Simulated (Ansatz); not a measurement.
GaSb

Input

```
crystal:
  lattice:
    - [0.0, 3.059, 3.059]
    - [3.059, 0.0, 3.059]
    - [3.059, 3.059, 0.0]
  atoms:
    - { symbol: Ga, position: [0.0, 0.0, 0.0] }
    - { symbol: Sb, position: [0.75, 0.75, 0.75] }
basis:
  ecutwfc: 420
kpoints:
  mp_grid: { grid: [16, 16, 16] }
hamiltonian:
  xc: pbe
scf:
  occupations: { method: gaussian, width: 0.15 }
output:
  forces: true
  stress: true
  eigenvalues: true
  write_density: true
  write_potential: true
  elf: true
  volumetric_format: npy
```

Run with:

```sh
ansatz run input.yaml --threads 1 --pin off --max-ram 2560MiB --backend cpu --events-out ev --progress --plain --runs-dir out
```

Below, planes, directions and counts refer to the conventional cell (a = 6.12 Å, b = 6.12 Å, c = 6.12 Å, α = 90.00°, β = 90.00°, γ = 90.00°).

Space group F-43m; computed pressure about 2 GPa in this cell.

Theory: DFT PBE, scalar-relativistic, plane waves, PAW (Ansatz 0.2.0).

### What can the converged valence pseudo-density and electron localisation function tell about the bonding?

Ga–Sb (2.65 Å): ρ is about 0.42 e/Å³ halfway; the ELF peaks at about 0.70 between the atoms.

### Does the calculation make it a metal, or give it a gap?

It is metallic or semimetallic at this level of theory: no gap opens.

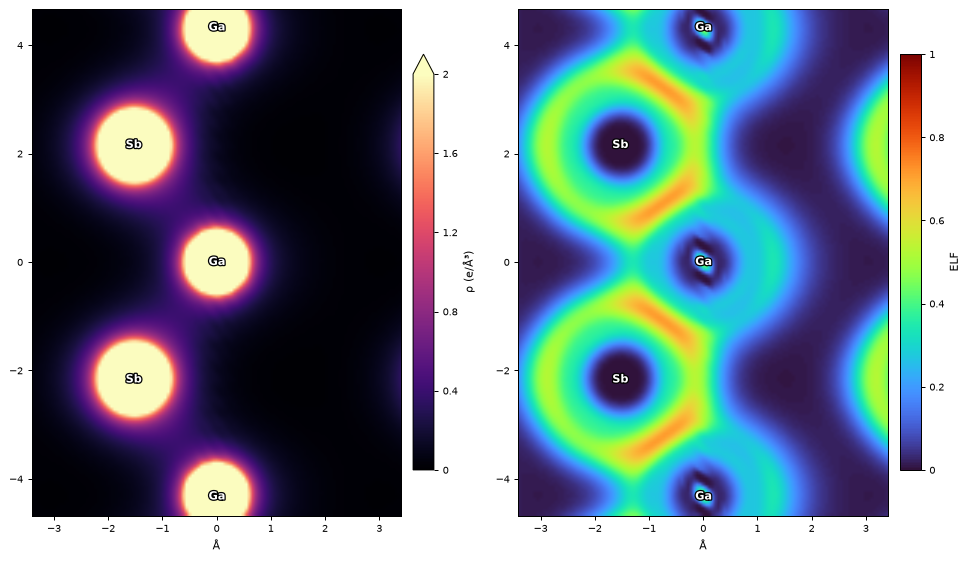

Computed valence pseudo-density and electron localisation function on the (011) plane of the conventional cell, in this order. 

The density is the valence pseudo-density of a PAW calculation; it isn't the true density close to the nuclei.
